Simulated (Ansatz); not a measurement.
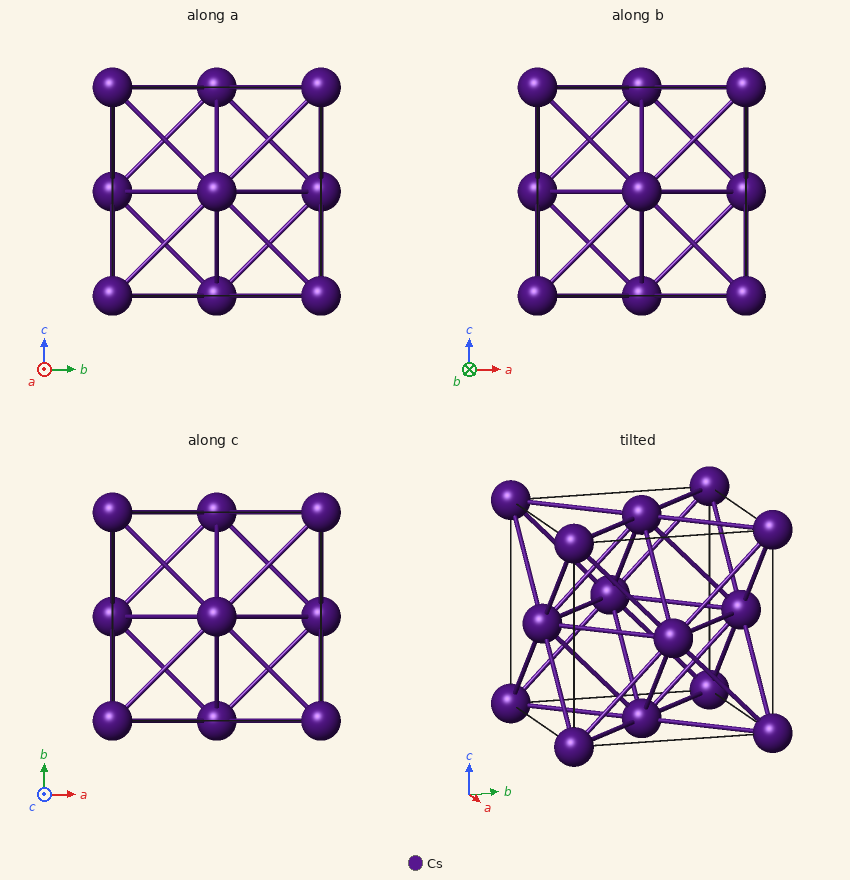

The image is a ball-and-stick drawing of a crystal, viewed along the a axis, along the b axis, along the c axis and slightly off an axis. Lines trace the edges of the conventional unit cell.

Lattice parameters: a = 7.623 Å, b = 7.623 Å, c = 7.623 Å, α = 90.00°, β = 90.00°, γ = 90.00°. Put a along x and b in the xy plane.

Record the structure as a POSCAR file.

Answer.
```
Cs
1.0
     7.623    0.000    0.000
     0.000    7.623    0.000
     0.000    0.000    7.623
Cs
4
Direct
  0.0000 0.0000 0.0000
  0.0000 0.5000 0.5000
  0.5000 0.0000 0.5000
  0.5000 0.5000 0.0000
```

The model was built from a structure type filled with this element by a generator (whether the element takes this form wasn't checked). Earlier steps of the study may have refined or changed the cell and positions. It went into a calculation with Ansatz.
